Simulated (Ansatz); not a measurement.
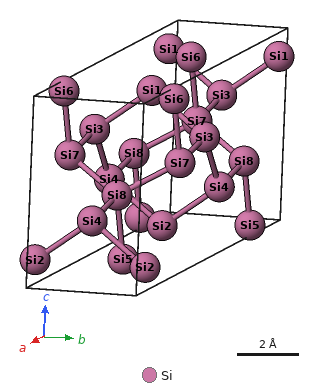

This is the input geometry for a relaxation of solid Si (built on the database structure type). The picture is a ball-and-stick view of the conventional cell (2 times the calculation's cell), seen slightly off an axis. Lengths and directions refer to the drawn axes.

The calculation used Ansatz 0.2.0, DFT, PBE, plane waves, PAW.

Input file:
```yaml
crystal:
  lattice:
    - [6.9142654484, -1.922965415, 0.0]
    - [6.9142654484, 1.922965415, 0.0]
    - [-0.7468658507, 0.0, 6.2888139324]
  atoms:
    - { symbol: Si, position: [0.05552936, 0.05552936, 0.87396351] }
    - { symbol: Si, position: [0.94447064, 0.94447064, 0.12603649] }
    - { symbol: Si, position: [0.55899935, 0.55899935, 0.65339544] }
    - { symbol: Si, position: [0.44100065, 0.44100065, 0.34660456] }
    - { symbol: Si, position: [0.21274266, 0.21274266, 0.05730781] }
    - { symbol: Si, position: [0.78725734, 0.78725734, 0.94269219] }
    - { symbol: Si, position: [0.72710933, 0.72710933, 0.58557765] }
    - { symbol: Si, position: [0.27289067, 0.27289067, 0.41442235] }
kpoints:
  mp_grid: { grid: [6, 6, 4] }
hamiltonian:
  xc: pbe
scf:
  occupations: { method: fermi_dirac, width: 0.02 }
relax:
  f_tol: 0.005
  cell: {}
```

Run as
```bash
ansatz run input.yaml --threads 4 --pin off --max-ram 5529MiB --backend cpu --events-out ev --progress --plain --runs-dir out
```

**Predict the outcome.**

No atom moves by more than 0.005 Å relative to the cell. Cell: a 13.829 → 13.907 Å (+0.6 %), b 3.846 → 3.871 Å (+0.7 %), c 6.333 → 6.361 Å (+0.4 %). Volume +1.7 %. Among the contacts that change: Si3–Si4 2.385 → 2.402 Å, Si1–Si2 2.342 → 2.358 Å, Si7–Si8 2.331 → 2.346 Å, Si1–Si3 2.381 → 2.393 Å. The space group stays C2/m (No. 12). Over 3 accepted moves (4 points after the start) the energy falls by 1.5 meV per atom. Largest force component: 0.03 eV/Å at the start, 0.00055 eV/Å at the end. The pressure goes from 1.40 to 0.00 GPa. The SCF was repeated once at an unchanged geometry on a basis and grid sized afresh for the cell, which shifted the energy by 0.1 meV per atom at most. The run took 25 s on 4 threads of AMD EPYC (Zen 3), on a shared host, peak memory 0.62 GiB.

Step by step:

```
step  E − E(0), meV/atom  largest force component, eV/Å  pressure, GPa  volume, Å³/atom                      note
   0                0.00                         0.0296           1.40           20.904                          
   1               -1.40                         0.0156           0.30           21.177                          
   2               -1.47                         0.0103          -0.01           21.254                          
   3               -1.47                         0.0005           0.00           21.252                          
   4               -1.52                         0.0006           0.00           21.252  same geometry, new basis
```
